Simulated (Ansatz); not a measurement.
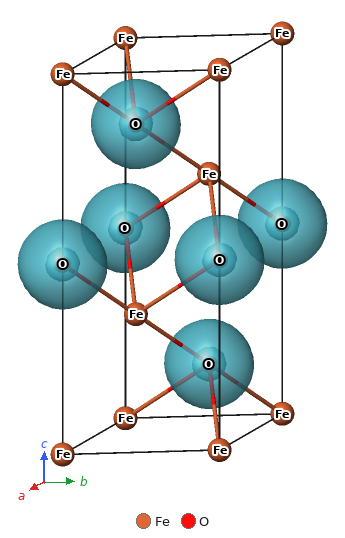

Figure 1: FeO. Isosurface of the ELF at 0.65 (cyan), seen slightly off an axis. Only the valence region is drawn (cores and ρ < 0.01 e/Å³ removed). Sticks mark near contacts.

Space group R-3m; computed pressure about −9 GPa in this cell; spin-polarised.

All numbers below come from DFT PBEsol, scalar-relativistic, plane waves, PAW in Ansatz 0.2.0.

Core electrons are frozen (PAW), and the valence fields are smoothed inside the atomic spheres.

Question: Describe the localisation domains.

Answer: At this value the surface marks out three regions wrapped around O (the valence shell of each), counted in one cell of 6 atoms. Any copies at cell faces, edges or corners count once. Along the contacts the grid gives the following. Fe–O (2.16 Å): the ELF peaks at about 0.80 in the valence shell of O, 0.6 Å from its nucleus, and is about 0.15 at the midpoint: no shared electron pair shows on this line.

Question: How are the moments arranged in this solution?

Answer: Parallel moments, as they must be, since the calculation's own cell holds one magnetic site; site moments Fe: +3.4 μB (×3) in one cell of 6 atoms, with smaller moments on other sites: O (up to +0.32 μB).
